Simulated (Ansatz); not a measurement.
Consider Al8H (slab).

Input file:

```
crystal:
  lattice:
    - [5.7143028096, 0.0, 0.0]
    - [0.0, 8.0812445328, 0.0]
    - [0.0, 0.0, 22.2437981863]
  atoms:
    - { symbol: Al, position: [0.25, 0.25, 0.1798254042] }
    - { symbol: Al, position: [0.25, 0.75, 0.1798254042] }
    - { symbol: Al, position: [0.75, 0.25, 0.1798254042] }
    - { symbol: Al, position: [0.75, 0.75, 0.1798254042] }
    - { symbol: Al, position: [0.0, 0.0, 0.244048955] }
    - { symbol: Al, position: [0.0, 0.5, 0.244048955] }
    - { symbol: Al, position: [0.5, 0.0, 0.244048955] }
    - { symbol: Al, position: [0.5, 0.5, 0.244048955] }
    - { symbol: Al, position: [0.25, 0.25, 0.3102692916] }
    - { symbol: Al, position: [0.25, 0.75, 0.3102692916] }
    - { symbol: Al, position: [0.75, 0.25, 0.3102692916] }
    - { symbol: Al, position: [0.75, 0.75, 0.3102692916] }
    - { symbol: Al, position: [0.0, 0.0, 0.3706110853] }
    - { symbol: Al, position: [0.0, 0.5, 0.3706110853] }
    - { symbol: Al, position: [0.5, 0.0, 0.3706110853] }
    - { symbol: Al, position: [0.5, 0.5, 0.3706110853] }
    - { symbol: H, position: [0.75, -0.1382831562, 0.4052274756] }
    - { symbol: H, position: [0.75, 0.1382831562, 0.4052274756] }
basis:
  ecutwfc: 420
kpoints:
  mp_grid: { grid: [5, 4, 1] }
hamiltonian:
  xc: pbe
scf:
  occupations: { method: gaussian, width: 0.1 }
output:
  forces: true
  eigenvalues: true
  write_density: true
  write_potential: true
  elf: true
  volumetric_format: npy
efield:
  axis: 3
  dipole_correction: true
  ramp_width: 0.04
```

Run with:

```sh
ansatz run input.yaml --threads 1 --pin off --max-ram 3072MiB --backend cpu --events-out ev --progress --plain --runs-dir out
```

Not relaxed (largest force 0.7 eV/Å).

Method: DFT PBE, scalar-relativistic, plane waves, PAW (Ansatz).

Question: What can the converged valence pseudo-density and electron localisation function tell about the bonding?

Answer: Al–Al (2.90 Å): the density is about 0.2 e/Å³ at the midpoint; the ELF peaks at about 0.70 between the atoms.

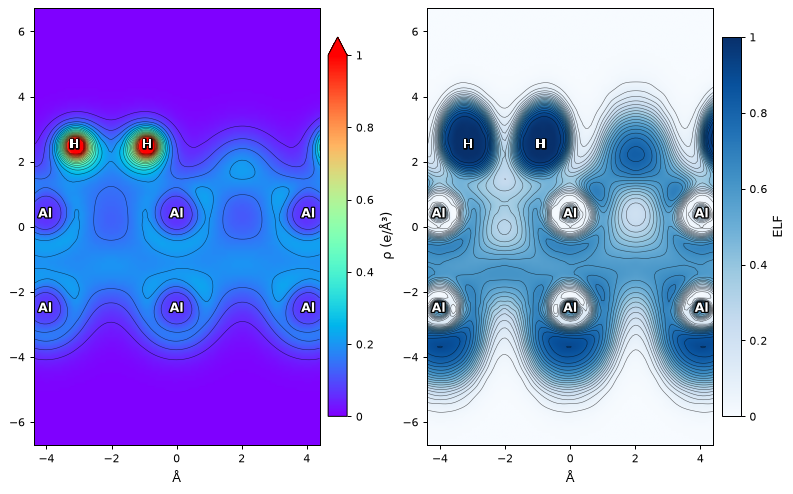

Computed valence pseudo-density and electron localisation function on the (100) plane of the calculation cell, a cut from vacuum to vacuum, in this order. 

The density is the valence pseudo-density of a PAW calculation; it isn't the true density close to the nuclei.
